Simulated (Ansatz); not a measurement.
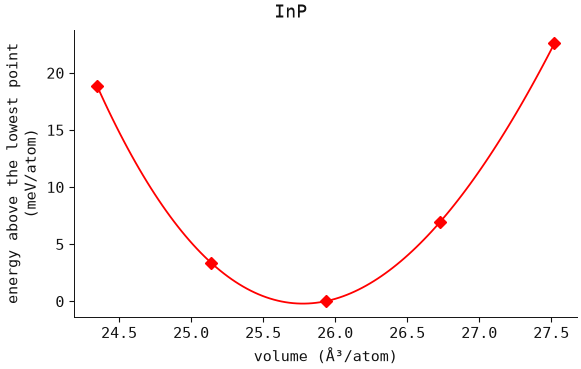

Plotted: energy above the lowest point against volume for InP, space group F-43m (No. 216) (one of a set of cubic test structures, which need not be the stable phase).

Calculation (Ansatz 0.2.0 development build): equation of state of a cubic crystal from periodic Kohn-Sham density functional theory without spin, third-order Birch-Murnaghan fit to the free energies; pressure corrected for the finite basis. Level: HSE06.

- structure type: zinc blende
- atoms in cell: 2
- space group number: 216
- lattice centring: face-centred primitive
- k mesh: 4×4×4
- occupation method: Fermi–Dirac
- occupation width: 0.05 eV
- wave cutoff: 710 eV
- datasets: hand-made PAW
- density tolerance: 0 eV
- bands: 17
- density cutoff ratio: 5
- search for lower states: default
- exchange singularity: regularized

From this curve and the settings, what does the calculation give for the pressure at the same points?

The pressure falls from 4.506 GPa at volume 24.35 Å³/atom to −3.937 GPa at 27.52 Å³/atom, and changes sign near 25.79 Å³/atom.

| volume (Å³/atom) | pressure (GPa) |
| --- | --- |
| 24.35 | 4.506 |
| 25.14 | 1.834 |
| 25.93 | −0.420 |
| 26.73 | −2.330 |
| 27.52 | −3.937 |

Caveats: modest k-mesh, values are not fully converged in k.
